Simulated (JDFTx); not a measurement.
# WC: band-structure run

- system: WC (Fm-3m, 2 atoms in the cell)
- method: Kohn-Sham DFT of a periodic cell, r2SCAN, SG15-PBE-1.2, no spin polarisation (JDFTx 1.7.0 (patched build))

The structure derives from a Materials Project entry.

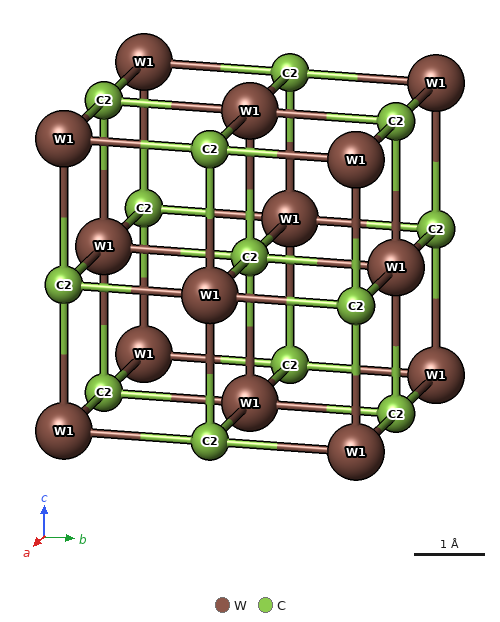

Fig. 1: The structure as given in the input (ball-and-stick view of the cell 4 times as large as that of the calculation, set on its symmetry axes, seen slightly off an axis; atoms are numbered from 1 in the order of the input). An atom can appear more than once, as a periodic image. Near neighbours in the periodic cell (some may lie outside the picture): W has 6 C at 2.19 Å; C has 6 W at 2.19 Å.

Input file
```
lattice \
    0.0000000000     4.1435722378     4.1435722378 \
    4.1435722378     0.0000000000     4.1435722378 \
    4.1435722378     4.1435722378     0.0000000000
coords-type Cartesian
ion W      0.0000000000     0.0000000000     0.0000000000 1
ion C      4.1435722378     4.1435722378     4.1435722378 1

ion-species pseudo/W.upf
ion-species pseudo/C.upf
elec-cutoff 50 400
elec-ex-corr mgga-x-r2scan mgga-c-r2scan
elec-smearing Fermi 0.0018374661
elec-n-bands 23
electronic-minimize nIterations 30 energyDiffThreshold 1e-06
davidson-band-ratio 1.3
forces-output-coords Cartesian
include path.kpoints
symmetries none
fix-electron-density run.$VAR

dump-name bands.$VAR
dump End Ecomponents EigStats BandEigs Kpoints Forces
```

File path.kpoints
```
kpoint +0.0000000000 +0.0000000000 +0.0000000000 0.020000000000
kpoint +0.0714285714 +0.0000000000 +0.0714285714 0.020000000000
kpoint +0.1428571429 +0.0000000000 +0.1428571429 0.020000000000
kpoint +0.2142857143 +0.0000000000 +0.2142857143 0.020000000000
kpoint +0.2857142857 +0.0000000000 +0.2857142857 0.020000000000
kpoint +0.3571428571 +0.0000000000 +0.3571428571 0.020000000000
kpoint +0.4285714286 +0.0000000000 +0.4285714286 0.020000000000
kpoint +0.5000000000 +0.0000000000 +0.5000000000 0.020000000000
kpoint +0.5000000000 +0.0833333333 +0.5833333333 0.020000000000
kpoint +0.5000000000 +0.1666666667 +0.6666666667 0.020000000000
kpoint +0.5000000000 +0.2500000000 +0.7500000000 0.020000000000
kpoint +0.4375000000 +0.3125000000 +0.7500000000 0.020000000000
kpoint +0.3750000000 +0.3750000000 +0.7500000000 0.020000000000
kpoint +0.3281250000 +0.3281250000 +0.6562500000 0.020000000000
kpoint +0.2812500000 +0.2812500000 +0.5625000000 0.020000000000
kpoint +0.2343750000 +0.2343750000 +0.4687500000 0.020000000000
kpoint +0.1875000000 +0.1875000000 +0.3750000000 0.020000000000
kpoint +0.1406250000 +0.1406250000 +0.2812500000 0.020000000000
kpoint +0.0937500000 +0.0937500000 +0.1875000000 0.020000000000
kpoint +0.0468750000 +0.0468750000 +0.0937500000 0.020000000000
kpoint +0.0000000000 +0.0000000000 +0.0000000000 0.020000000000
kpoint +0.0833333333 +0.0833333333 +0.0833333333 0.020000000000
kpoint +0.1666666667 +0.1666666667 +0.1666666667 0.020000000000
kpoint +0.2500000000 +0.2500000000 +0.2500000000 0.020000000000
kpoint +0.3333333333 +0.3333333333 +0.3333333333 0.020000000000
kpoint +0.4166666667 +0.4166666667 +0.4166666667 0.020000000000
kpoint +0.5000000000 +0.5000000000 +0.5000000000 0.020000000000
kpoint +0.5250000000 +0.4500000000 +0.5250000000 0.020000000000
kpoint +0.5500000000 +0.4000000000 +0.5500000000 0.020000000000
kpoint +0.5750000000 +0.3500000000 +0.5750000000 0.020000000000
kpoint +0.6000000000 +0.3000000000 +0.6000000000 0.020000000000
kpoint +0.6250000000 +0.2500000000 +0.6250000000 0.020000000000
kpoint +0.5625000000 +0.2500000000 +0.6875000000 0.020000000000
kpoint +0.5000000000 +0.2500000000 +0.7500000000 0.020000000000
kpoint +0.5000000000 +0.2916666667 +0.7083333333 0.020000000000
kpoint +0.5000000000 +0.3333333333 +0.6666666667 0.020000000000
kpoint +0.5000000000 +0.3750000000 +0.6250000000 0.020000000000
kpoint +0.5000000000 +0.4166666667 +0.5833333333 0.020000000000
kpoint +0.5000000000 +0.4583333333 +0.5416666667 0.020000000000
kpoint +0.5000000000 +0.5000000000 +0.5000000000 0.020000000000
kpoint +0.4791666667 +0.4791666667 +0.5416666667 0.020000000000
kpoint +0.4583333333 +0.4583333333 +0.5833333333 0.020000000000
kpoint +0.4375000000 +0.4375000000 +0.6250000000 0.020000000000
kpoint +0.4166666667 +0.4166666667 +0.6666666667 0.020000000000
kpoint +0.3958333333 +0.3958333333 +0.7083333333 0.020000000000
kpoint +0.3750000000 +0.3750000000 +0.7500000000 0.020000000000
kpoint +0.6250000000 +0.2500000000 +0.6250000000 0.020000000000
kpoint +0.5833333333 +0.1666666667 +0.5833333333 0.020000000000
kpoint +0.5416666667 +0.0833333333 +0.5416666667 0.020000000000
kpoint +0.5000000000 +0.0000000000 +0.5000000000 0.020000000000
```

Run as:
```bash
jdftx -c 1 -i bands.in -o bands.out
```

Output
```
*************** JDFTx 1.7.0 (patched build) ***************

Input parsed successfully to the following command list (including defaults):
[... the input with its defaults ...]

---------- Initializing the Grid ----------
R =
[            0      4.14357      4.14357  ]
[      4.14357            0      4.14357  ]
[      4.14357      4.14357            0  ]
unit cell volume = 142.284
G =
[  -0.758185   0.758185   0.758185  ]
[   0.758185  -0.758185   0.758185  ]
[   0.758185   0.758185  -0.758185  ]
Minimum fftbox size, Smin = [  56  56  56  ]
Chosen fftbox size, S = [  56  56  56  ]

---------- Initializing tighter grid for wavefunction operations ----------
R =
[            0      4.14357      4.14357  ]
[      4.14357            0      4.14357  ]
[      4.14357      4.14357            0  ]
unit cell volume = 142.284
G =
[  -0.758185   0.758185   0.758185  ]
[   0.758185  -0.758185   0.758185  ]
[   0.758185   0.758185  -0.758185  ]
Minimum fftbox size, Smin = [  40  40  40  ]
Chosen fftbox size, S = [  40  40  40  ]

---------- Exchange Correlation functional ----------
Initialized LibXC exchange functional 'Re-regularized SCAN exchange by Furness et al'
Initialized LibXC correlation functional 'Re-regularized SCAN correlation by Furness et al'

---------- Setting up pseudopotentials ----------
Width of ionic core gaussian charges (only for fluid interactions / plotting) set to 0

Reading pseudopotential file 'pseudo/W.upf':
  'W' pseudopotential, 'PBE' functional
  Generated using ONCVPSP code by D. R. Hamann
  28 valence electrons, 0 orbitals, 8 projectors, 602 radial grid points, with lMax = 3
  Core radius for overlap checks: 2.72 bohrs.

Reading pseudopotential file 'pseudo/C.upf':
  'C' pseudopotential, 'PBE' functional
  Generated using ONCVPSP code by D. R. Hamann
  4 valence electrons, 0 orbitals, 4 projectors, 602 radial grid points, with lMax = 1
  Core radius for overlap checks: 1.23 bohrs.

Initialized 2 species with 2 total atoms.

Folded 50 k-points by 1x1x1 to 50 k-points.

---------- Setting up k-points, bands, fillings ----------
No reducable k-points.
Computing the number of bands and number of electrons
Calculating initial fillings.
nElectrons:  32.000000   nBands: 23   nStates: 50

----- Setting up reduced wavefunction bases (one per k-point) -----
average nbasis = 2402.720 , ideal nbasis = 2402.723

---------- Setting up ewald sum ----------
Optimum gaussian width for ewald sums = 1.881939 bohr.
Real space sum over 1331 unit cells with max indices [  5  5  5  ]
Reciprocal space sum over 2197 terms with max indices [  6  6  6  ]

---------- Allocating electronic variables ----------
Reading n from file 'run.n' ... done
Reading tau from file 'run.tau' ... done
Initializing wave functions:  (No orbitals for LCAO)  bandwidth-limited random numbers

----------- Band structure minimization -------------
Minimization will be done independently for each quantum number.

---- Minimization of quantum number:     0  [ +0.0000000 +0.0000000 +0.0000000 ]  0.040000000 ----
BandDavidson: Iter:   0  Eband: +1.419554651997346
BandDavidson: Iter:   1  Eband: +0.918958536514550  dEband: -5.005961e-01
BandDavidson: Iter:   2  Eband: +0.633219645103891  dEband: -2.857389e-01
BandDavidson: Iter:   3  Eband: +0.511426211905126  dEband: -1.217934e-01
[... 741 lines of inner loops ...]
BandDavidson: Iter:  10  Eband: +0.484768974200172  dEband: -1.960442e-06
BandDavidson: Iter:  11  Eband: +0.484768571490826  dEband: -4.027093e-07
BandDavidson: Converged (dEband<1.000000e-06)
	FillingsUpdate:  mu: +1.124026518  nElectrons: 32.000000
WARNING: these k-points are no uniform mesh, so that mu and the fillings of partly filled bands are only those of these points: take mu from the calculation that made the density or potential.

Dumping 'bands.eigStats' ...
	eMin: -1.704376 at state 0 ( [ +0.000000 +0.000000 +0.000000 ] spin 0 )
	HOMO: +1.122634 at state 3 ( [ +0.214286 +0.000000 +0.214286 ] spin 0 )
	mu  : +1.124027
	LUMO: +1.125398 at state 13 ( [ +0.328125 +0.328125 -0.343750 ] spin 0 )
	eMax: +2.000989 at state 0 ( [ +0.000000 +0.000000 +0.000000 ] spin 0 )
	HOMO-LUMO gap: +0.002765
	Optical gap  : +0.022168 at state 19 ( [ +0.046875 +0.046875 +0.093750 ] spin 0 )
Done!
```

Summary

```json
{"quantity": "outcome", "value": "converged"}
{"quantity": "space group (tolerance 0.01 Å)", "value": "Fm-3m (225)"}
{"quantity": "electrons treated", "value": "32"}
{"quantity": "gap on the band path", "value": "0.00 eV"}
{"quantity": "hardware", "value": "1 thread of Intel Xeon @ 2.50GHz (Skylake/Cascade Lake), 32 GiB of memory available, shared host"}
{"quantity": "wall time", "value": "1.8 min"}
{"quantity": "peak memory", "value": "0.1 GiB"}
```

Notes

Points of doubt noted for this run: coarse mesh; metagga forces on grid. Spin–orbit coupling is left out, which matters for W. The k-point mesh is coarse for a cell of this size, so the results may not be converged.
